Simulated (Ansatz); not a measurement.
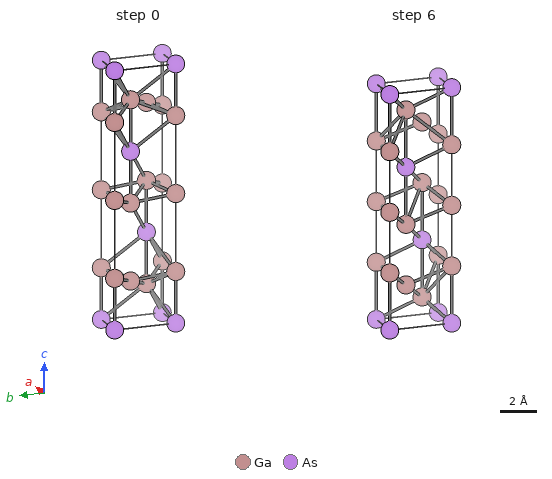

The structure of a crystal of Ga3As (a generated structure, set up in R-3m) (coarse preliminary run) before (left) and after (right) a relaxation, at one scale.

A ball-and-stick model of the conventional cell (3 times the calculation's cell), seen from a free direction. Lengths and directions refer to the drawn axes.

These are results of DFT PBE, scalar-relativistic, plane waves, PAW (Ansatz 0.2.0), not measurements.

The input:
```yaml
crystal:
  lattice:
    - [2.2375143, 1.29182948, 4.91525694]
    - [-2.2375143, 1.29182948, 4.91525694]
    - [0.0, -2.58365896, 4.91525694]
  atoms:
    - { symbol: Ga, position: [0.19915588, 0.19915588, 0.19915588] }
    - { symbol: Ga, position: [0.80084412, 0.80084412, 0.80084412] }
    - { symbol: Ga, position: [0.5, 0.5, 0.5] }
    - { symbol: As, position: [0.0, 0.0, 0.0] }
basis:
  ecutwfc: 420
kpoints:
  mp_grid: { grid: [6, 6, 6] }
hamiltonian:
  xc: pbe
scf:
  occupations: { method: gaussian, width: 0.1 }
  lower_state_search: "off"
output:
  forces: true
  stress: true
  eigenvalues: true
relax:
  adjacent_minimum: "off"
  f_tol: 0.04
  max_steps: 70
  cell: { stress_tol: 0.4 }
```

Command:
```bash
ansatz run input.yaml --threads 1 --pin off --max-ram 2560MiB --backend cpu --events-out ev --progress --plain --runs-dir out
```

**Describe what moved and what it gained.**

The largest moves relative to the cell, 0.58 Å, are those of Ga1 and Ga2. Ga1 goes along +c. As stays in place. Cell: a = b 4.475 → 4.536 Å (+1.4 %), c 14.746 → 13.404 Å (−9.1 %). Volume −6.6 %. Near-neighbour distances that change, for instance: Ga1–Ga2 2.756 → 3.317 Å, Ga1–As4 3.254 → 2.887 Å, Ga1–As4 (another image) 2.937 → 3.252 Å, Ga1–Ga3 2.628 → 2.810 Å. Among the angles between lasting bonds that change: Ga3–Ga1–Ga3 116.8° → 107.6°, Ga1–Ga3–Ga2 63.2° → 72.4°. The space group stays R-3m (No. 166). The energy falls by 261 meV per atom in 5 accepted moves (6 points after the start). Largest force component: 1.2 eV/Å at the start, 0.0081 eV/Å at the end. Pressure: 1.75 GPa at the start and −0.02 GPa at the end. The SCF was repeated once at an unchanged geometry on a basis and grid sized afresh for the cell, which shifted the energy by 0.3 meV per atom at most. The run took 51 s on 1 thread of Intel(R) Xeon(R) Platinum 8259CL CPU @ 2.50GHz (Skylake/Cascade Lake), on a shared host, peak memory 0.49 GiB.
